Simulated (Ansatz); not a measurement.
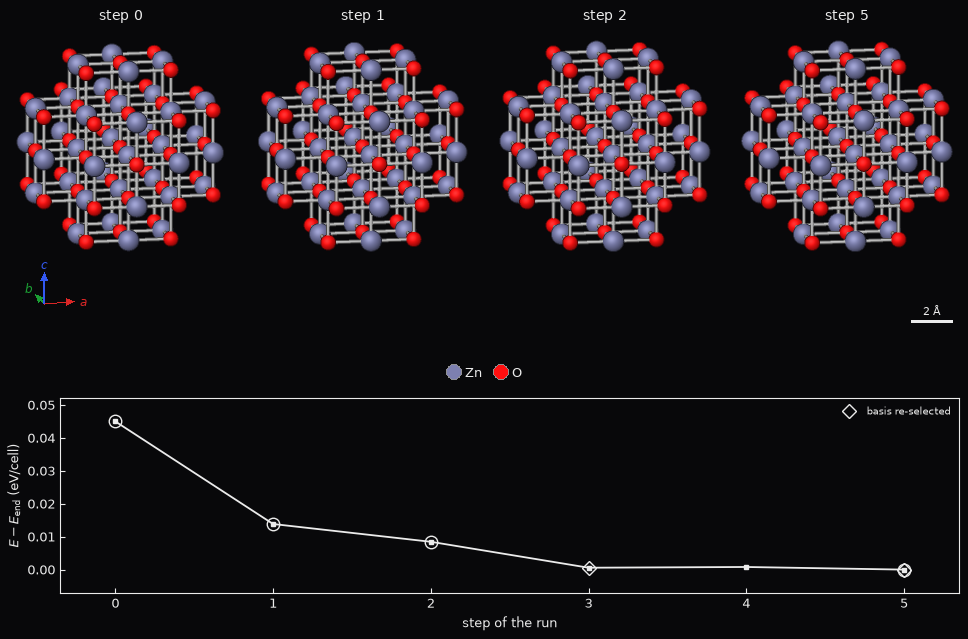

Frames of a relaxation of crystalline ZnO (a generated structure, set up in Fm-3m) (coarse preliminary run), marked on the history of the run. The picture is a ball-and-stick view of the conventional cell (4 times the calculation's cell), seen slightly off an axis. Lengths and directions refer to the drawn axes.

Case: Ni → Zn on all its sites, cell and atoms relaxed.

All numbers below come from Ansatz, DFT PBE, scalar-relativistic, plane waves, PAW.

Input file:
```yaml
crystal:
  lattice:
    - [0.0, 2.1194716142, 2.1194716142]
    - [2.1194716142, 0.0, 2.1194716142]
    - [2.1194716142, 2.1194716142, 0.0]
  atoms:
    - { symbol: Zn, position: [0.0, 0.0, 0.0] }
    - { symbol: O, position: [0.5, 0.5, 0.5] }
basis:
  ecutwfc: 420
kpoints:
  mp_grid: { grid: [8, 8, 8] }
hamiltonian:
  xc: pbe
scf:
  occupations: { method: gaussian, width: 0.1 }
output:
  forces: true
  stress: true
  eigenvalues: true
relax:
  adjacent_minimum: "off"
  f_tol: 0.05
  max_steps: 60
  cell: { stress_tol: 0.5 }
```

Command:
```bash
ansatz run input.yaml --threads 1 --pin off --max-ram 2560MiB --backend cpu --events-out ev --progress --plain --runs-dir out
```

> Describe the path.

After 3 accepted moves (5 points after the start) the energy has fallen by 45.0 meV per cell of the calculation. All forces vanish by symmetry, so only the cell relaxes. The pressure goes from 12.17 to 0.08 GPa. At 2 points the geometry stayed and the basis and grid were re-selected for the new cell (energy shift of 7.9 meV per cell of the calculation at most each time). The atoms keep their places relative to the cell (all moves are under 0.005 Å). The drawn cell changes as follows: a = b = c 4.239 → 4.329 Å (+2.1 %); the volume changes by +6.5 %. Among the contacts that change: Zn1–O2 2.119 → 2.165 Å. The space group stays Fm-3m (No. 225). From step 0 to 1: volume +3.5 %, energy −31.1 meV per cell of the calculation. From step 1 to 2: volume +2.5 %, energy −5.4 meV per cell of the calculation. From step 2 to 5: volume +0.5 %, energy −8.5 meV per cell of the calculation.

| step | E − E(0), meV/atom | pressure, GPa | volume, Å³/atom | note |
| --- | --- | --- | --- | --- |
| 0 | 0.00 | 12.17 | 9.521 |  |
| 1 | -15.57 | 5.00 | 9.850 |  |
| 2 | -18.27 | 0.42 | 10.094 |  |
| 3 | -22.21 | 0.89 | 10.094 | same geometry, new basis |
| 4 | -22.10 | 0.07 | 10.142 |  |
| 5 | -22.50 | 0.08 | 10.142 | same geometry, new basis |
